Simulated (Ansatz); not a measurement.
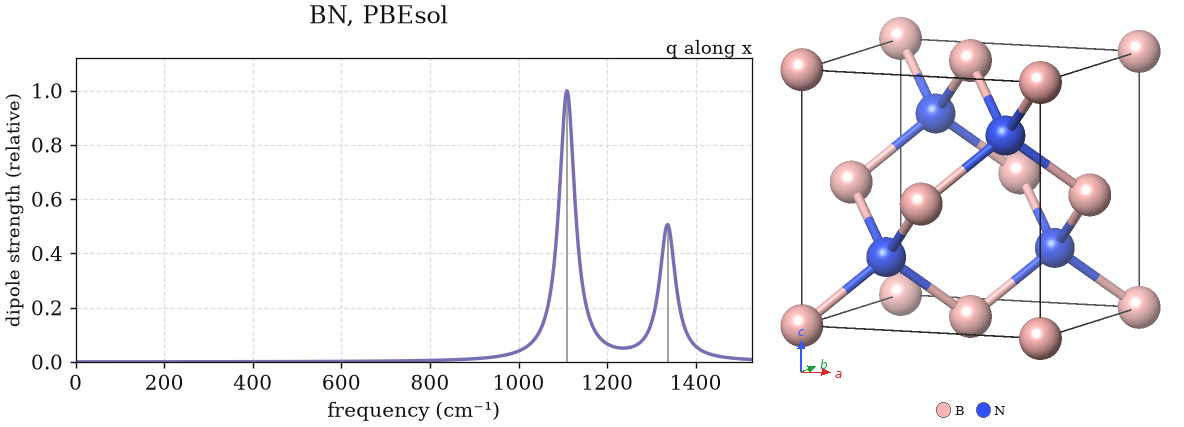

Polar optical modes, transverse and longitudinal, approaching the zone centre along x for BN, space group F-43m (No. 216). Lines are broadened by Lorentzians of 44 cm⁻¹ full width; the spectrum is scaled to its strongest line. The conventional cell is drawn beside the plot.

The transverse (TO, twofold) lines lie at 1109.4 and the longitudinal (LO) ones at 1336.5 cm⁻¹, the same along x, y and z by the cubic symmetry.

Calculation (Ansatz 0.2.0): optical phonons of an insulator on the approach to the zone centre along x, y and z with the field of polar modes, imaginary frequencies are negative, field response on a mesh refined by the program; plane waves with PAW datasets. Level: PBEsol, no spin polarisation.

```
    setting     value
wave cutoff    420 eV
     k mesh  12×12×12
occupations     fixed
   pressure    20 GPa
```

Starting cell:
```yaml
crystal:
  lattice:
    - [0.00000, 1.77449, 1.77449]
    - [1.77449, 0.00000, 1.77449]
    - [1.77449, 1.77449, 0.00000]
  atoms:
    - { symbol: B, position: [0.00000, 0.00000, 0.00000] }
    - { symbol: N, position: [0.75000, 0.75000, 0.75000] }
```
